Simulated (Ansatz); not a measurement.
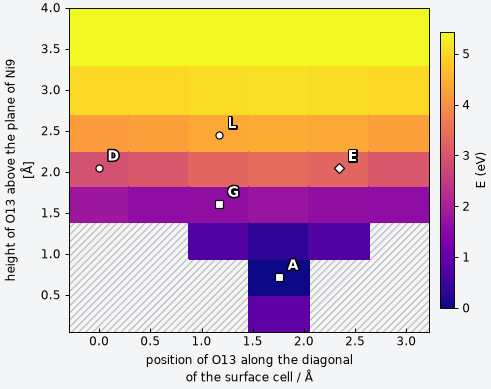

O on a Ni(100) slab cut from the Fm-3m phase, its upper half relaxed before the scan (12 atoms of substrate and one adsorbate in a 2 × 2 cell). 
- O is moved along a line over the surface and along the normal, above a rigid substrate.
- Coordinates scanned: (1) position of O13 along the diagonal of the surface cell, from above Ni9; (2) height of O13 above the plane of Ni9.
- Grid: 6 × 8 points; 24 points were computed and 11 follow by symmetry. At 13 points there is no value (left out of the scan, as a rule where atoms come close).
- Points are written as (first, second).
- Energies are in eV, from the lowest grid point.
- Energies and slopes of some neighbouring points disagree (a jump in structure or state, or too coarse a mesh). The electronic state followed may not be the lowest one.
- Theory: DFT PBE, scalar-relativistic, plane waves, PAW in Ansatz. Settings: cutoff 420 eV, k-mesh 6×6×1, gaussian smearing 0.1 eV, spin-polarised.

Drawn: one coloured cell a grid point, hatched blanks where no value was computed, lettered points.

Q: Rank the lettered points by energy, lowest first.

A: A (0.00 eV), G (1.64 eV), D (2.90 eV), E (3.27 eV), L (4.35 eV).

PAW datasets: the set soft_1.
